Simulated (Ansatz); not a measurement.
GaSb

```cif
data_structure
_symmetry_space_group_name_H-M 'P 1'
_symmetry_Int_Tables_number 1
_cell_length_a 3.0483
_cell_length_b 5.2408
_cell_length_c 5.6685
_cell_angle_alpha 90.000
_cell_angle_beta 90.000
_cell_angle_gamma 90.000
_cell_volume 90.56
loop_
_atom_site_label
_atom_site_type_symbol
_atom_site_fract_x
_atom_site_fract_y
_atom_site_fract_z
_atom_site_occupancy
Sb1 Sb 0.00000 0.00000 0.50000 1
Sb2 Sb 0.50000 0.50000 0.00000 1
Ga1 Ga 0.00000 0.00000 0.00000 1
Ga2 Ga 0.50000 0.50000 0.50000 1
```

Space group Immm; a structure from a database of computed crystals, not necessarily the ambient phase.

Theory: Kohn-Sham DFT of a periodic cell, PBEsol, Ansatz PAW in Ansatz 0.2.0.

What can the converged valence pseudo-density and electron localisation function tell about the bonding?

Ga–Sb (2.83 Å): ρ is about 0.3 e/Å³ halfway; the ELF peaks at about 0.60 between the atoms.
Sb–Sb (3.05 Å): the density is about 0.26 e/Å³ at the midpoint; the ELF is about 0.45 at the midpoint.

Metal or insulator at this level of theory?

It is gapless in this calculation (a metal or semimetal).

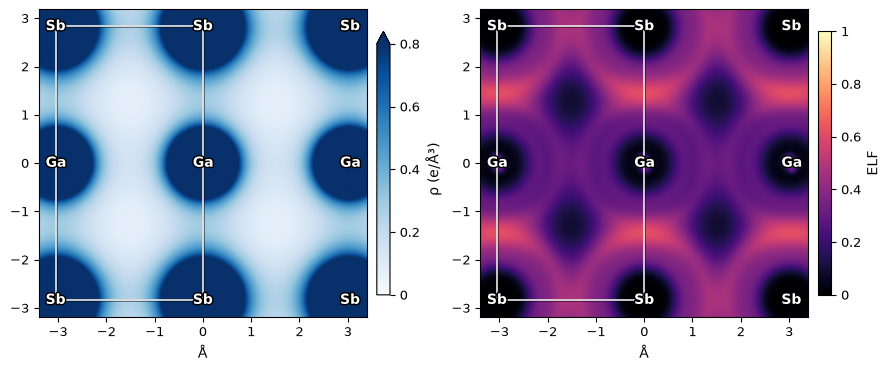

Computed valence pseudo-density and electron localisation function on the (010) plane of the conventional cell, in this order. 

In a PAW calculation such maps are meaningful between the atoms, not at the nuclei.
